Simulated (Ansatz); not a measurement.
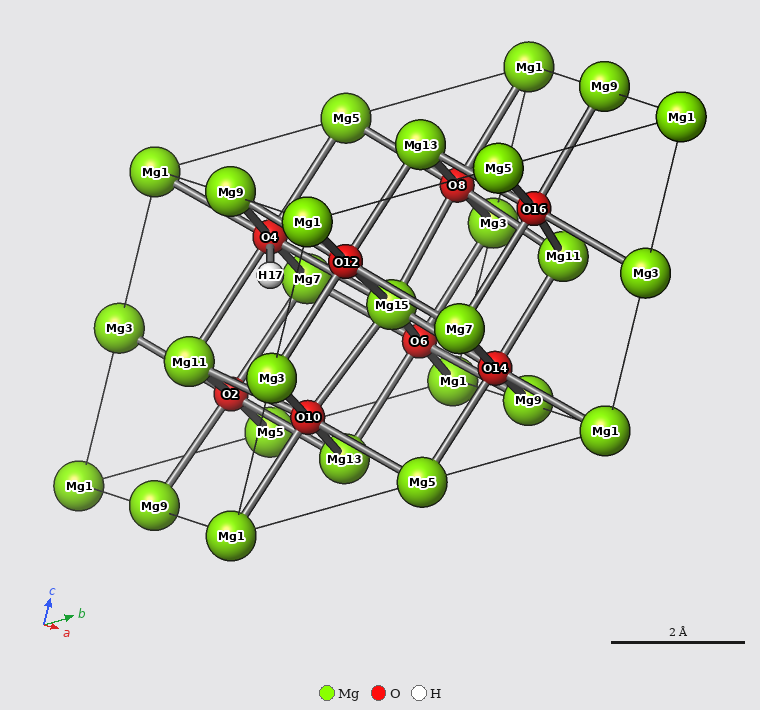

*The starting structure (ball-and-stick view of the cell of the calculation, seen slightly off an axis; atoms are numbered from 1 in the order of the input).*

## Nudged elastic band, with input and output: Mg8HO8 (charge +1) (part 1 of 3)

- system: Mg8HO8 (defect cell, 17 atoms in the cell, total charge +1)
- method: DFT PBE, scalar-relativistic, plane waves, PAW, no spin polarisation (Ansatz 0.2.0)

The structure derives from an entry of the Crystallography Open Database. It belongs to a series of runs on one base structure; here: band between the two ends. Figures and captions count atoms from 1; the log counts them from 0 in places.

## The program's output
```
Warning: neb: disabling space-group detection — the band's intermediate images generally break the endpoint symmetry, so no spatial operation reduces the k-mesh or symmetrises the density, except that a semilocal band can use its path's symmetry ahead of convergence; time reversal is kept, so that k and −k are solved as one point where they differ and the mesh holds both, and exact exchange and, on two spinor components, a DFT+U term hold to it where the run has them: on two components no moment then forms, and a state that bears one, which a typed moment (crystal.atoms[].spin; refused beside efield: under a hybrid functional) reaches, can lie lower, under hf by electronvolts; crystal.symmetry.detect: false (a key that needs symmetry detection or time reversal refuses this as the deck is read) with time_reversal: false beside it drops time reversal too
Engine: ansatz 0.2.0, x86_64-unknown-linux-gnu
Pseudopotentials: kind: paw
Pseudopotential: Mg, paw, valence charge 10, recommended cutoff 420 eV (normal), Mg.paw.azcp
Pseudopotential: O, paw, valence charge 6, recommended cutoff 420 eV (normal), O.paw.azcp
Pseudopotential: H, paw, valence charge 1, recommended cutoff 420 eV (normal), H.paw.azcp
Functional definition: PBE
  parameter kappa = 0.804
  parameter beta = 0.06672455060314922
  exchange = pbe_x(kappa = kappa, mu = beta*pi^2/3)
  correlation = pbe_c(beta = beta)
NEB image 0
Crystal: 17 atoms, lattice volume = 149.343 Å³
Basis set: ecut = 420 eV, 2891 PW (Γ), exchange–correlation on 80×80×80 points (8 copies of the dense FFT grid, shifted against one another)
Bands: 81, of which v1, the nominal top of the filled ones, is band 64 counted from 1 (63 counted from 0)
Symmetry: 1 space group operations
k-points: 8
Non-local potential: Mg, projectors of the file, l = 0: 3, l = 1: 2, l = 2: 1
Non-local potential: O, projectors of the file, l = 0: 2, l = 1: 2, l = 2: 1
Non-local potential: H, projectors of the file, l = 0: 2, l = 1: 1
PAW form: soft (Blöchl's): semilocal exchange-correlation on the pseudo side does not see the compensation charge
PAW one-centre angular grid: Mg, 110 points (default); XC on 64 Gauss nodes
PAW one-centre angular grid: O, 110 points (default); XC on 64 Gauss nodes
PAW one-centre angular grid: H, 110 points (default); XC on 64 Gauss nodes
Initial density: superposition of atomic densities (neutral atoms scaled as one to the charged cell's electrons: chi_scale 0, normalization atom), corrected by the library's trained network
Initial wavefunctions: pseudopotential atomic-orbital guess
Functional: x = pbe(κ = 0.804, μ = 0.2195149727645171), c = pbe(β = 0.06672455060314922)
SCF iter   1: F=—  HF=-19977.685774 eV  |F-HF|=—  |Δ(HF+E_count)|=         —  Δρ=2.43e-2  dr2=5.94e-1  ethr=1.77e-3  ⟨swp⟩=6.0  Hψ=2734  notcnv=0  defer=2
preconditioner: auto → Resta (q_TF=auto, 2.659 Å⁻¹)  ε∞=3.3  [insulator: Δε(μ)=4.387 eV  Ē_g=16.107 eV  σ=0.050 eV  W_gap=1.00  n_scr=58 (ndim 8)  ℏωp=24.3 eV  f_vac=0.000  D(μ)=0.00/eV (n_scr^D=0)  ε∞_Penn≈3.3]
SCF iter   2: F=—  HF=-19977.497455 eV  |F-HF|=—  |Δ(HF+E_count)|=   1.88e-1  Δρ=1.12e-2  dr2=1.69e-1  ethr=4.64e-4  ⟨swp⟩=3.0  Hψ=1236  notcnv=0  defer=79
SCF iter   3: F=—  HF=-19977.440257 eV  |F-HF|=—  |Δ(HF+E_count)|=   5.72e-2  Δρ=1.90e-3  dr2=1.06e-2  ethr=1.32e-4  ⟨swp⟩=2.4  Hψ=997  notcnv=0  defer=79
SCF iter   4: F=—  HF=-19977.437109 eV  |F-HF|=—  |Δ(HF+E_count)|=   3.15e-3  Δρ=4.81e-4  dr2=6.04e-4  ethr=8.24e-6  ⟨swp⟩=2.1  Hψ=1023  notcnv=0  defer=79
SCF iter   5: F=—  HF=-19977.436961 eV  |F-HF|=—  |Δ(HF+E_count)|=   1.48e-4  Δρ=1.23e-4  dr2=2.15e-5  ethr=4.72e-7  ⟨swp⟩=2.0  Hψ=992  notcnv=0  defer=79
SCF iter   6: F=—  HF=-19977.436978 eV  |F-HF|=—  |Δ(HF+E_count)|=   1.62e-5  Δρ=3.78e-5  dr2=1.99e-6  ethr=1.68e-8  ⟨swp⟩=2.0  Hψ=1081  notcnv=0  defer=79
SCF iter   7: F=-19977.436978 eV  HF=-19977.436978 eV  |F-HF|=1.51e-8  |Δ(HF+E_count)|=   1.85e-8  Δρ=7.19e-6  dr2=6.65e-8  ethr=7.81e-11  ⟨swp⟩=3.4  Hψ=2672  notcnv=0
SCF 1 converged in 7 iterations: F = -19977.436978 eV  dr2 = 6.65e-8
  greatest PAW one-centre occupation: 1.000 electrons in one spin orbital (limit 2), on the Mg atom at site 8 (counted from 0), in its partial waves of l = 0
NSCF: frozen V_eff on 8 k-points
NEB image 6
SCF iter   1: F=—  HF=-19977.685400 eV  |F-HF|=—  |Δ(HF+E_count)|=         —  Δρ=2.43e-2  dr2=5.94e-1  ethr=1.77e-3  ⟨swp⟩=6.0  Hψ=2726  notcnv=0  defer=2
preconditioner: auto → Resta (q_TF=auto, 2.659 Å⁻¹)  ε∞=3.3  [insulator: Δε(μ)=4.388 eV  Ē_g=16.107 eV  σ=0.050 eV  W_gap=1.00  n_scr=58 (ndim 8)  ℏωp=24.3 eV  f_vac=0.000  D(μ)=0.00/eV (n_scr^D=0)  ε∞_Penn≈3.3]
SCF iter   2: F=—  HF=-19977.497399 eV  |F-HF|=—  |Δ(HF+E_count)|=   1.88e-1  Δρ=1.12e-2  dr2=1.69e-1  ethr=4.64e-4  ⟨swp⟩=3.0  Hψ=1238  notcnv=0  defer=79
SCF iter   3: F=—  HF=-19977.440119 eV  |F-HF|=—  |Δ(HF+E_count)|=   5.73e-2  Δρ=1.91e-3  dr2=1.05e-2  ethr=1.32e-4  ⟨swp⟩=2.4  Hψ=1063  notcnv=0  defer=79
SCF iter   4: F=—  HF=-19977.437094 eV  |F-HF|=—  |Δ(HF+E_count)|=   3.03e-3  Δρ=5.08e-4  dr2=6.23e-4  ethr=8.22e-6  ⟨swp⟩=2.1  Hψ=1010  notcnv=0  defer=79
SCF iter   5: F=—  HF=-19977.436944 eV  |F-HF|=—  |Δ(HF+E_count)|=   1.51e-4  Δρ=1.14e-4  dr2=1.82e-5  ethr=4.87e-7  ⟨swp⟩=2.0  Hψ=924  notcnv=0  defer=79
SCF iter   6: F=—  HF=-19977.436958 eV  |F-HF|=—  |Δ(HF+E_count)|=   1.42e-5  Δρ=4.23e-5  dr2=1.72e-6  ethr=1.42e-8  ⟨swp⟩=2.0  Hψ=1057  notcnv=0  defer=79
SCF iter   7: F=-19977.436957 eV  HF=-19977.436957 eV  |F-HF|=2.52e-8  |Δ(HF+E_count)|=   3.94e-7  Δρ=6.57e-6  dr2=6.34e-8  ethr=7.81e-11  ⟨swp⟩=3.0  Hψ=2719  notcnv=0
SCF 2 converged in 7 iterations: F = -19977.436957 eV  dr2 = 6.34e-8
  greatest PAW one-centre occupation: 1.000 electrons in one spin orbital (limit 2), on the Mg atom at site 4 (counted from 0), in its partial waves of l = 0
NSCF: frozen V_eff on 8 k-points
NEB end point (image 0): max|allowed force component| = 4.489e-3 eV/Å (the criterion of neb.relax_end_points is 1.000e-2)
NEB end point (image 6): max|allowed force component| = 1.568e-2 eV/Å (the criterion of neb.relax_end_points is 1.000e-2)
NEB image 1
SCF iter   1: F=—  HF=-19976.691401 eV  |F-HF|=—  |Δ(HF+E_count)|=         —  Δρ=2.77e-2  dr2=9.80e-1  ethr=1.77e-3  ⟨swp⟩=6.0  Hψ=2767  notcnv=0  defer=2
preconditioner: auto → Resta (q_TF=auto, 2.659 Å⁻¹)  ε∞=3.4  [insulator: Δε(μ)=3.427 eV  Ē_g=15.856 eV  σ=0.050 eV  W_gap=1.00  n_scr=58 (ndim 8)  ℏωp=24.3 eV  f_vac=0.000  D(μ)=0.00/eV (n_scr^D=0)  ε∞_Penn≈3.4]
SCF iter   2: F=—  HF=-19976.401132 eV  |F-HF|=—  |Δ(HF+E_count)|=   2.90e-1  Δρ=1.34e-2  dr2=3.08e-1  ethr=7.65e-4  ⟨swp⟩=2.0  Hψ=813  notcnv=0  defer=75
SCF iter   3: F=—  HF=-19976.276931 eV  |F-HF|=—  |Δ(HF+E_count)|=   1.24e-1  Δρ=2.43e-3  dr2=1.96e-2  ethr=2.41e-4  ⟨swp⟩=3.0  Hψ=897  notcnv=0  defer=75
SCF iter   4: F=—  HF=-19976.267931 eV  |F-HF|=—  |Δ(HF+E_count)|=   9.00e-3  Δρ=7.04e-4  dr2=1.44e-3  ethr=1.53e-5  ⟨swp⟩=2.0  Hψ=1112  notcnv=0  defer=76
SCF iter   5: F=—  HF=-19976.267526 eV  |F-HF|=—  |Δ(HF+E_count)|=   4.05e-4  Δρ=3.11e-4  dr2=1.39e-4  ethr=1.13e-6  ⟨swp⟩=2.0  Hψ=1076  notcnv=0  defer=76
[...]
NEB image 2
preconditioner: auto → Resta (q_TF=auto, 2.659 Å⁻¹)  ε∞=3.4  [insulator: Δε(μ)=2.968 eV  Ē_g=15.780 eV  σ=0.050 eV  W_gap=1.00  n_scr=58 (ndim 8)  ℏωp=24.3 eV  f_vac=0.000  D(μ)=0.00/eV (n_scr^D=0)  ε∞_Penn≈3.4]
NEB image 3
preconditioner: auto → Resta (q_TF=auto, 2.659 Å⁻¹)  ε∞=3.4  [insulator: Δε(μ)=2.975 eV  Ē_g=15.800 eV  σ=0.050 eV  W_gap=1.00  n_scr=58 (ndim 8)  ℏωp=24.3 eV  f_vac=0.000  D(μ)=0.00/eV (n_scr^D=0)  ε∞_Penn≈3.4]
NEB image 4
preconditioner: auto → Resta (q_TF=auto, 2.659 Å⁻¹)  ε∞=3.3  [insulator: Δε(μ)=3.483 eV  Ē_g=15.879 eV  σ=0.050 eV  W_gap=1.00  n_scr=58 (ndim 8)  ℏωp=24.3 eV  f_vac=0.000  D(μ)=0.00/eV (n_scr^D=0)  ε∞_Penn≈3.3]
NEB image 5
preconditioner: auto → Resta (q_TF=auto, 2.659 Å⁻¹)  ε∞=3.3  [insulator: Δε(μ)=4.028 eV  Ē_g=15.983 eV  σ=0.050 eV  W_gap=1.00  n_scr=58 (ndim 8)  ℏωp=24.3 eV  f_vac=0.000  D(μ)=0.00/eV (n_scr^D=0)  ε∞_Penn≈3.3]
NEB iter   1: max|band force component| = 3.925e0 eV/Å  barrier→ = 1.8202 eV  barrier← = 1.8202 eV  Δτ_max = 0.1227 Å  (54 SCF iters)
NEB image 1
Initial density: handed on by an earlier stage of this run
Initial wavefunctions: those handed on with the density
preconditioner: auto → Resta (q_TF=auto, 2.659 Å⁻¹)  ε∞=3.3  [insulator: Δε(μ)=3.318 eV  Ē_g=15.906 eV  σ=0.050 eV  W_gap=1.00  n_scr=58 (ndim 8)  ℏωp=24.3 eV  f_vac=0.000  D(μ)=0.00/eV (n_scr^D=0)  ε∞_Penn≈3.3]
NEB image 2
preconditioner: auto → Resta (q_TF=auto, 2.659 Å⁻¹)  ε∞=3.4  [insulator: Δε(μ)=2.675 eV  Ē_g=15.828 eV  σ=0.050 eV  W_gap=1.00  n_scr=58 (ndim 8)  ℏωp=24.3 eV  f_vac=0.000  D(μ)=0.00/eV (n_scr^D=0)  ε∞_Penn≈3.4]
NEB image 3
preconditioner: auto → Resta (q_TF=auto, 2.659 Å⁻¹)  ε∞=3.3  [insulator: Δε(μ)=3.161 eV  Ē_g=15.907 eV  σ=0.050 eV  W_gap=1.00  n_scr=58 (ndim 8)  ℏωp=24.3 eV  f_vac=0.000  D(μ)=0.00/eV (n_scr^D=0)  ε∞_Penn≈3.3]
NEB image 4
preconditioner: auto → Resta (q_TF=auto, 2.659 Å⁻¹)  ε∞=3.3  [insulator: Δε(μ)=3.697 eV  Ē_g=15.994 eV  σ=0.050 eV  W_gap=1.00  n_scr=58 (ndim 8)  ℏωp=24.3 eV  f_vac=0.000  D(μ)=0.00/eV (n_scr^D=0)  ε∞_Penn≈3.3]
NEB image 5
preconditioner: auto → Resta (q_TF=auto, 2.659 Å⁻¹)  ε∞=3.3  [insulator: Δε(μ)=4.006 eV  Ē_g=16.057 eV  σ=0.050 eV  W_gap=1.00  n_scr=58 (ndim 8)  ℏωp=24.3 eV  f_vac=0.000  D(μ)=0.00/eV (n_scr^D=0)  ε∞_Penn≈3.3]
NEB iter   2: max|band force component| = 2.976e0 eV/Å  barrier→ = 1.2793 eV  barrier← = 1.2793 eV  Δτ_max = 0.2000 Å  (33 SCF iters)
[... from here on the SCF iterations and repeated set-up lines of each step are left out, up to the last step ...]
NEB image 1
NEB image 2
NEB image 3
NEB image 4
NEB image 5
NEB iter   3: max|band force component| = 1.026e1 eV/Å  barrier→ = 1.0462 eV  barrier← = 1.0462 eV  Δτ_max = 0.1008 Å  (35 SCF iters)
NEB image 1
NEB image 2
NEB image 3
NEB image 4
NEB image 5
NEB iter   4: max|band force component| = 1.315e0 eV/Å  barrier→ = 0.4787 eV  barrier← = 0.4787 eV  Δτ_max = 0.1496 Å  (34 SCF iters)
NEB image 1
NEB image 2
NEB image 3
NEB image 4
NEB image 5
NEB iter   5: max|band force component| = 6.452e-1 eV/Å  barrier→ = 0.4291 eV  barrier← = 0.4291 eV  Δτ_max = 0.0666 Å  (31 SCF iters)
NEB image 1
NEB image 2
NEB image 3
NEB image 4
NEB image 5
NEB iter   6: max|band force component| = 3.770e-1 eV/Å  barrier→ = 0.3705 eV  barrier← = 0.3705 eV  CI = image 2  Δτ_max = 0.1715 Å  (30 SCF iters)
NEB image 1
NEB image 2
NEB image 3
NEB image 4
NEB image 5
NEB iter   7: max|band force component| = 3.983e-1 eV/Å  barrier→ = 0.3811 eV  barrier← = 0.3811 eV  CI = image 2  Δτ_max = 0.0494 Å  (32 SCF iters)
NEB image 1
NEB image 2
NEB image 3
NEB image 4
NEB image 5
NEB iter   8: max|band force component| = 1.291e-1 eV/Å  barrier→ = 0.3638 eV  barrier← = 0.3638 eV  CI = image 2  Δτ_max = 0.0858 Å  (30 SCF iters)
NEB image 1
NEB image 2
NEB image 3
NEB image 4
NEB image 5
NEB iter   9: max|band force component| = 1.737e-1 eV/Å  barrier→ = 0.3580 eV  barrier← = 0.3580 eV  CI = image 2  Δτ_max = 0.0340 Å  (30 SCF iters)
NEB image 1
NEB image 2
NEB image 3
NEB image 4
NEB image 5
NEB iter  10: max|band force component| = 4.819e-2 eV/Å  barrier→ = 0.3550 eV  barrier← = 0.3549 eV  CI = image 2  Δτ_max = 0.0078 Å  (30 SCF iters)
NEB image 1
preconditioner: auto → Resta (q_TF=auto, 2.659 Å⁻¹)  ε∞=3.3  [insulator: Δε(μ)=4.358 eV  Ē_g=16.108 eV  σ=0.050 eV  W_gap=1.00  n_scr=58 (ndim 8)  ℏωp=24.3 eV  f_vac=0.000  D(μ)=0.00/eV (n_scr^D=0)  ε∞_Penn≈3.3]
NEB image 2
preconditioner: auto → Resta (q_TF=auto, 2.659 Å⁻¹)  ε∞=3.3  [insulator: Δε(μ)=4.415 eV  Ē_g=16.080 eV  σ=0.050 eV  W_gap=1.00  n_scr=58 (ndim 8)  ℏωp=24.3 eV  f_vac=0.000  D(μ)=0.00/eV (n_scr^D=0)  ε∞_Penn≈3.3]
NEB image 3
preconditioner: auto → Resta (q_TF=auto, 2.659 Å⁻¹)  ε∞=3.3  [insulator: Δε(μ)=4.348 eV  Ē_g=16.107 eV  σ=0.050 eV  W_gap=1.00  n_scr=58 (ndim 8)  ℏωp=24.3 eV  f_vac=0.000  D(μ)=0.00/eV (n_scr^D=0)  ε∞_Penn≈3.3]
NEB image 4
preconditioner: auto → Resta (q_TF=auto, 2.659 Å⁻¹)  ε∞=3.3  [insulator: Δε(μ)=4.256 eV  Ē_g=16.109 eV  σ=0.050 eV  W_gap=1.00  n_scr=58 (ndim 8)  ℏωp=24.3 eV  f_vac=0.000  D(μ)=0.00/eV (n_scr^D=0)  ε∞_Penn≈3.3]
NEB image 5
NEB image 1
NSCF: frozen V_eff on 8 k-points
NEB image 3
NSCF: frozen V_eff on 8 k-points
NEB image 4
NSCF: frozen V_eff on 8 k-points
NEB image 5
NSCF: frozen V_eff on 8 k-points
NEB image 2
NSCF: frozen V_eff on 8 k-points
the band table was solved once a step of the walk had ended and its energy, with any forces and stress, was formed, with the checks that follow a solve (2407 applications of the Hamiltonian). They found nothing against the state; the energy, forces and stress were not computed again (output.eigenvalues in the input reference)
```
